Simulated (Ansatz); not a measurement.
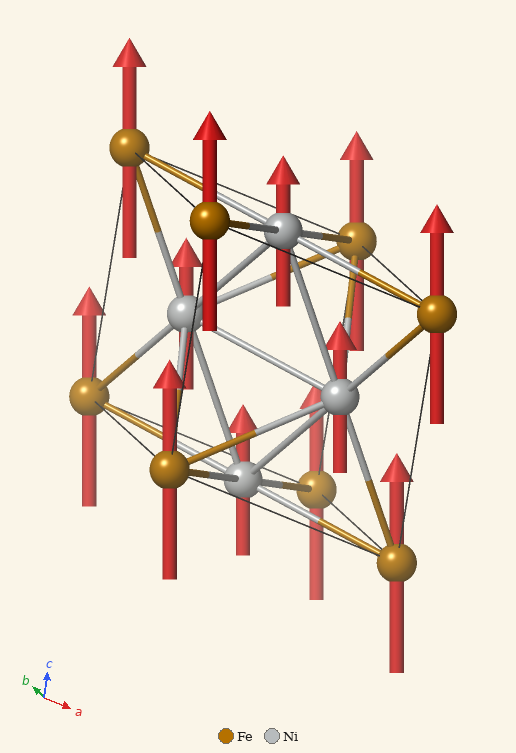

Drawn in the ball-and-stick manner and seen slightly off an axis. One cell (the run's own, in a reduced setting) is framed, with atoms on its boundary repeated. Arrows are the site magnetic moments above 0.25 μB; longer means larger, and red and blue are up and down (without spin-orbit coupling the axis itself is arbitrary).

This is the state reached for FeNi₃. Setup: DFT PBE, scalar-relativistic, plane waves, PAW (Ansatz 0.2.0); a kinetic-energy cutoff of 420 eV, k-points about 0.14 Å⁻¹ apart, Gaussian smearing of 0.2 eV, collinear spins.

> What do the arrows say about the order?

Ferromagnetic (within this cell). Site moments: 1 Fe +2.8 μB and 3 Ni +0.6 to +0.7 μB. The net spin moment of the whole cell is 4.6 μB.

The initial geometry was a structure listed in the Materials Project. It was relaxed with DFT PBE, scalar-relativistic, plane waves, PAW in Ansatz 0.2.0.
